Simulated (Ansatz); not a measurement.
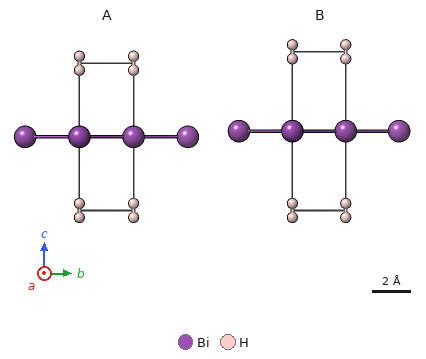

Two geometries of a crystal of BiH$_{2}$ (a generated structure, set up in P6/mmm), drawn at one scale. One is the start of a relaxation, the other its converged end. Style: ball-and-stick. Shown: the cell of the calculation, along the a axis.

These are results of DFT PBE, scalar-relativistic, plane waves, PAW (Ansatz), not measurements. Set-up: plane-wave cutoff 420 eV; k-point mesh 18 × 18 × 6; occupations gaussian; smearing width 0.1 eV; no spin polarisation; cell and atoms relaxed; force threshold 0.01 eV/Å; at most 80 steps.

Q: Which of the two is the end point?

A: Structure B is the relaxed one. The largest moves relative to the cell, 0.030 Å, are those of H atoms. Bi stays in place. Cell: a = b 3.349 → 3.296 Å (−1.6 %), c 7.876 → 8.488 Å (+7.8 %). Volume +4.4 %. Near-neighbour distances that change, for instance: Bi–Bi 3.349 → 3.296 Å. The space group stays P6/mmm (No. 191). The energy falls by 11.7 meV per cell of the calculation in 8 accepted moves (10 points after the start). Largest force component: 0.019 eV/Å at the start, 0.0032 eV/Å at the end. Pressure: −0.67 GPa at the start and 0.00 GPa at the end. The SCF was repeated twice at an unchanged geometry on a basis and grid sized afresh for the cell, which shifted the energy by 1.3 meV per cell of the calculation at most. The run took 45 s on 1 thread of AMD EPYC 9R14 (Zen 4), on a shared host, peak memory 0.52 GiB.
